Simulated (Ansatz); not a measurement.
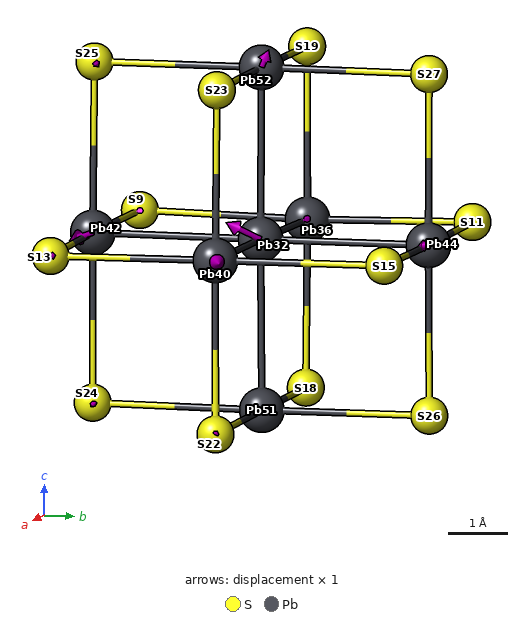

This is a relaxation of a defect cell of composition S₃₁Pb₃₃ (cell charge +1). The starting structure is drawn; purple arrows show the displacements, at their true length.

The picture is a ball-and-stick view of the atoms within 5.0 Å of the atom that moves most (axes of the cell of the calculation (origin shifted)), seen slightly off an axis.

The calculation used DFT, PBEsol, PAW, plane waves in Ansatz. Set-up: plane-wave cutoff 420 eV; k-point mesh 1 × 1 × 1; mesh shifted by (0.25, 0.25, 0.25); collinear spin; atoms relaxed in a fixed cell; force threshold 0.03 eV/Å; at most 80 steps.

Which element moves most?

Lead: up to 0.71 Å, against 0.38 Å for sulfur.

What did the optimiser do to the structure, and how much energy did it gain?

Pb32 moves most: 0.71 Å roughly along [1 −2 1]. Largest moves by element: Pb 0.71 Å, S 0.38 Å. The cell stays as it was. Near-neighbour distances that change, for instance: Pb32–Pb44 2.977 → 3.340 Å, Pb32–Pb51 2.946 → 3.268 Å, Pb32–Pb36 2.964 → 3.275 Å, S13–Pb42 2.906 → 3.098 Å. Among the angles between lasting bonds that change: Pb40–Pb32–Pb42 89.4° → 111.7°, Pb42–Pb32–Pb52 90.1° → 111.0°, Pb40–Pb32–Pb52 89.4° → 99.2°. Over 9 geometry steps the energy falls by 0.701 eV per cell of the calculation. Largest force component: 0.97 eV/Å at the start, 0.028 eV/Å at the end. The run took 11 s on 1 × NVIDIA GB200 with 8 threads of Arm Neoverse-V2, peak memory 2.1 GiB.

Limits of the set-up: the cell is charged, on a uniform background, and energies carry no finite-size correction.
